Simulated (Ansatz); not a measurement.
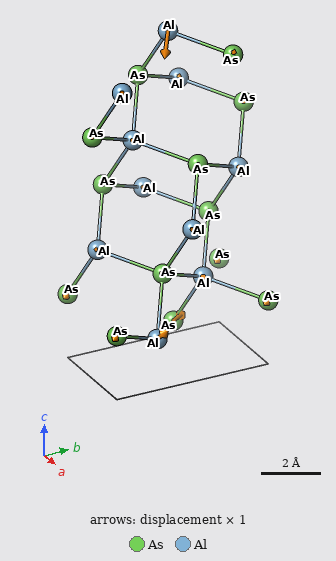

This is a relaxation of a slab of composition AlAs (cut from the F-43m phase). The starting structure is drawn; orange arrows show the displacements, at their true length.

Style: ball-and-stick. Shown: the cell of the calculation, outlined in the plane, without the vacuum (origin shifted), slightly off an axis.

Case: (2 1 0) slab, atoms relaxed. The slab is the (2 1 0) face of AlAs.

Theory: DFT PBEsol, scalar-relativistic, plane waves, PAW in Ansatz. (plane-wave cutoff 420 eV; k-point mesh 5 × 4 × 1; occupations gaussian; smearing width 0.05 eV; no spin polarisation; dipole correction; atoms relaxed in a fixed cell; force threshold 0.02 eV/Å; at most 60 steps)

**Which element moves most?**

Aluminium: up to 1.21 Å, against 0.88 Å for arsenic.

**Describe the change and its energy.**

Over 11 accepted moves (12 points after the start) the energy falls by 2.188 eV per cell of the calculation. The largest force component goes from 1.2 to 0.0099 eV/Å. The line search rejected the trial step at point 8 of the run. An Al atom moves most relative to the layer's centre: 1.21 Å at 49° to the normal (−c side). Largest moves by element: Al 1.21 Å, As 0.88 Å. The cell doesn't change. Near-neighbour distances that change, for instance: As–As 4.013 → 2.816 Å, Al–As 2.457 → 2.686 Å, Al–As 2.457 → 2.564 Å, Al–As 2.457 → 2.528 Å. Among the angles between lasting bonds that change: Al–As–Al 109.5° → 76.5°, As–Al–As 109.5° → 139.8°, Al–As–Al 109.5° → 82.3°. Cost: 16 min on 2 threads of Arm Neoverse V2, with other jobs on the host, peak memory 1.8 GiB.
